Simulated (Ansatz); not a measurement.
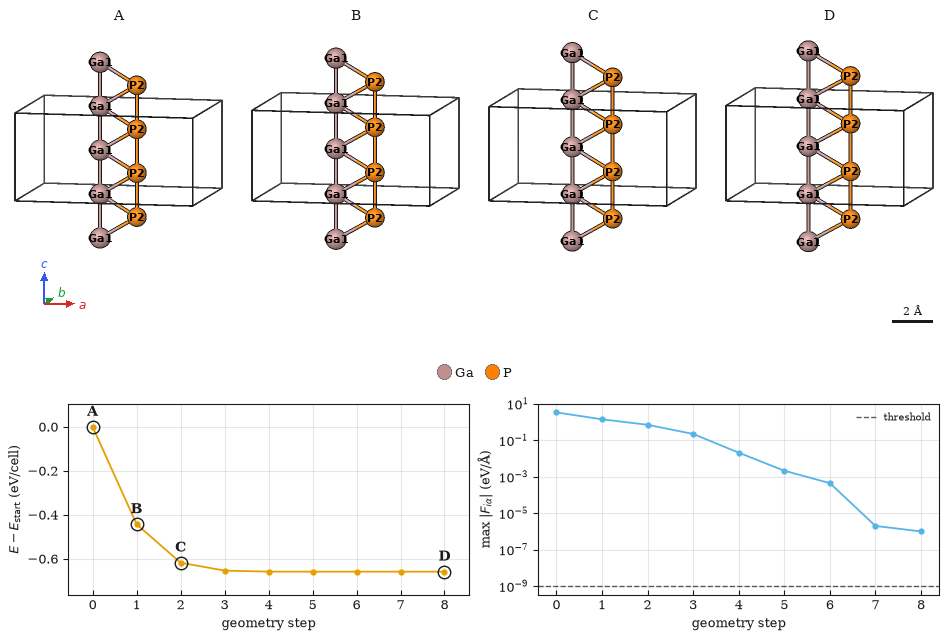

Frames of a relaxation of a wire of composition GaP, marked on the history of the run. Style: ball-and-stick. Shown: the 2 repeat of the cell, with the vacuum cut short, slightly off an axis.

Method: Ansatz, DFT PBEsol, scalar-relativistic, plane waves, PAW; settings changed.

Input file:
```yaml
crystal:
  lattice:
    - [10.9, 0.0, 0.0]
    - [0.0, 9.3, 0.0]
    - [0.0, 0.0, 2.2465917808]
  atoms:
    - { symbol: Ga, position: [0.4125007529, 0.5, 0.0], spin: 0.5 }
    - { symbol: P, position: [0.5874992471, 0.5, 0.5], spin: 0.5 }
basis:
  ecutwfc: 420
kpoints:
  mp_grid: { grid: [1, 1, 28] }
hamiltonian:
  xc: pbesol
scf:
  occupations: { method: gaussian, width: 0.05 }
  max_iter: 75
output:
  forces: true
  eigenvalues: true
  stress: true
magnetization:
  spin_polarized: true
relax:
  adjacent_minimum: "off"
  f_tol: 1.0e-09
  max_steps: 30
  cell: { fix: [a, b, alpha, beta, gamma], stress_tol: 0.03 }
```

Run as
```bash
ansatz run input.yaml --threads 2 --pin off --max-ram 5120MiB --backend cpu --events-out ev --progress --plain --runs-dir out
```

> Describe the path.

The relaxation stopped without meeting its thresholds, so the last structure isn't shown to be converged. The input was poor on purpose: a force tolerance that can't be met. After 8 geometry steps the energy has fallen by 0.658 eV per cell of the calculation. The largest force component goes from 3.4 to under 0.0001 eV/Å. The largest moves relative to the layer's centre, 0.14 Å, are those of Ga1 and P2. Largest moves by element: Ga 0.14 Å, P 0.14 Å. Along the periodic axis the drawn cell goes c 4.493 → 4.877 Å (+8.5 %). Among the contacts that change: Ga1–P2 2.214 → 2.501 Å, P2–P2 2.247 → 2.438 Å, Ga1–Ga1 2.247 → 2.438 Å. Among the angles between lasting bonds that change: P2–Ga1–P2 61.0° → 58.4°, Ga1–P2–Ga1 61.0° → 58.4°. The program noted that the starting moments weren't kept. From step 0 to 1: Ga and P atoms move most (0.06 Å), energy −0.443 eV per cell of the calculation. From step 1 to 2: Ga and P atoms move most (0.04 Å), energy −0.175 eV per cell of the calculation. From step 2 to 8: Ga and P atoms move most (0.05 Å), energy −40.7 meV per cell of the calculation.

```
step  E − E(0), meV/atom  largest force component, eV/Å
   0                0.00                         3.3576
   1             -221.48                         1.4020
   2             -308.80                         0.7024
   3             -326.72                         0.2208
   4             -329.12                         0.0208
   5             -329.15                         0.0021
   6             -329.15                         0.0004
   7             -329.15                         0.0000
   8             -329.15                         0.0000
```
